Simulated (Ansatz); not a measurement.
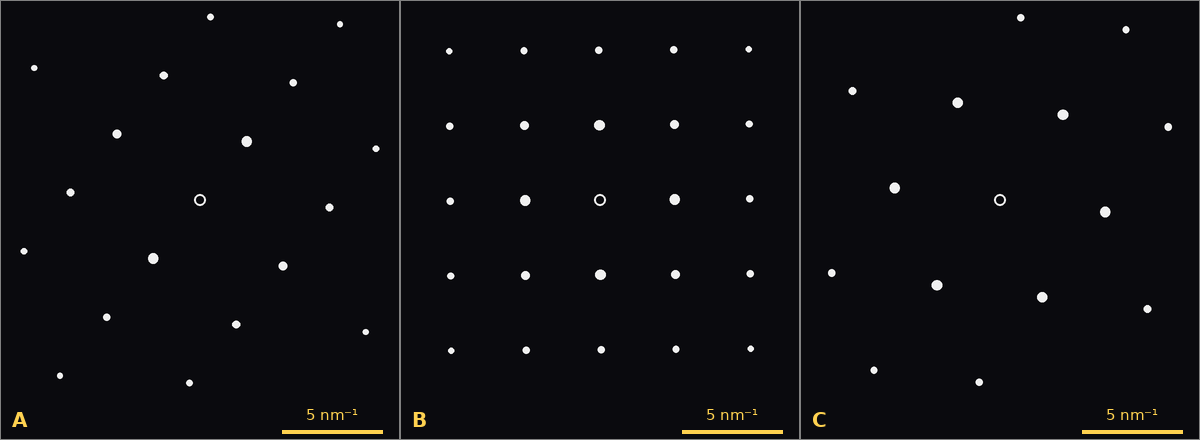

The patterns are kinematic simulations for 200 kV electrons (no multiple scattering; isotropic B = 0.5 Å²).

All three come from Ga, space group Pm-3m (No. 221), a = 2.671 Å. Structure: the end point of a relaxation with Ansatz 0.2.0, DFT, r2SCAN, plane waves (500 eV) with PAW, scalar-relativistic; the starting structure was generated, so it need not be a known form of this composition.

Assign the zone axes [001], [110], [111] to A, B and C.

Answer. A is [110]: rectangular net of 0 0 1 at d = 2.67 Å and 1 -1 0 at d = 1.89 Å, at 90.0°. B is [001]: square net of 1 0 0 at d = 2.67 Å and 0 1 0 at d = 2.67 Å, at 90.0°. C is [111]: hexagonal net of -1 1 0 at d = 1.89 Å and -1 0 1 at d = 1.89 Å, at 60.0°.
